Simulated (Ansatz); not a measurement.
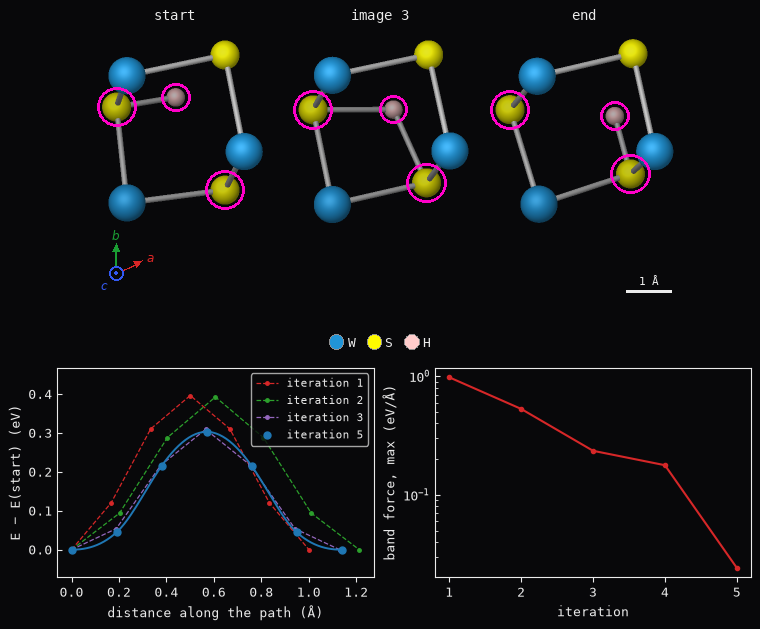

A nudged-elastic-band calculation for a defect cell of composition HW4S8 (cell charge −1) (13 atoms in the cell). Images are numbered from 0 (start) to 6 (end). The plot follows the band through its iterations. Style: ball-and-stick. Shown: the atoms within 3.4 Å of the middle of the path, along the c axis. The atoms that move most are ringed. Bonds to atoms that aren't drawn are left out.

These are results of DFT PBE, scalar-relativistic, plane waves, PAW in Ansatz, not measurements. Run with plane-wave cutoff 420 eV; k-point mesh 3 × 3 × 3; Gaussian smearing 0.02 eV; 5 movable images; climbing image.

> How did the profile develop, and is the result final?

The run is converged, with reservations. The band converged in 5 iterations. The largest component of the band force went from 0.98 to 0.024 eV/Å. The climbing image converged on the top of the path. Its curvatures weren't checked. The first iteration put the highest image at 0.40 eV. The two ends have the same energy, and the highest point, image 3, lies 0.30 eV above the start.

Limits of the set-up: the periodic images lie only 6.4 Å apart, so the values are limited by the cell's size; the cell is charged, on a uniform background, and energies carry no finite-size correction.
